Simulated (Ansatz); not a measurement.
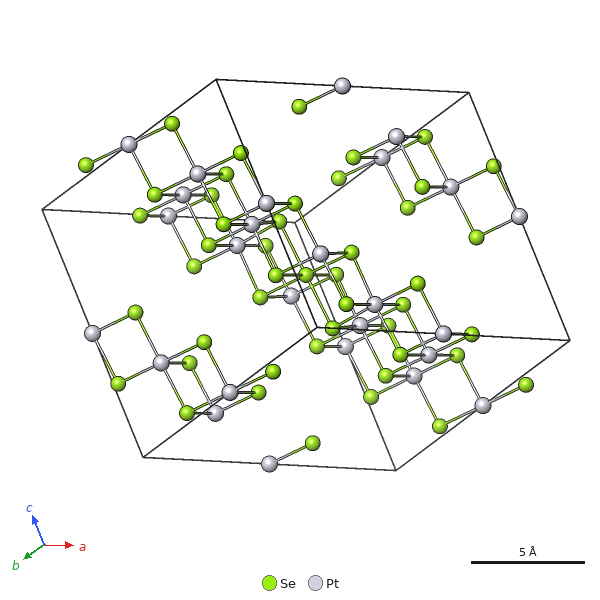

The image is a ball-and-stick drawing of a crystal, viewed from a general direction. The frame is the supercell; atoms at its boundary are shown with their periodic copies. The host is PtSe2, in a cell of 48 sites, and the cell is neutral.

**Where does the cell differ from the host, and how?**

Selenium on a platinum site (an antisite). It is bonded to six Se in a distorted octahedral arrangement at about 2.7 Å.

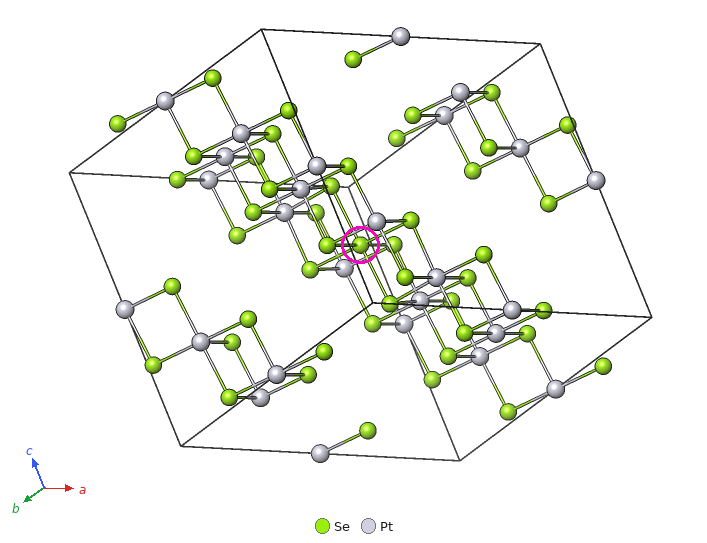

The same cell with a ring at the defect's site.

The atoms were relaxed in the host's cell with DFT PBE, scalar-relativistic, plane waves, PAW in Ansatz 0.2.0.
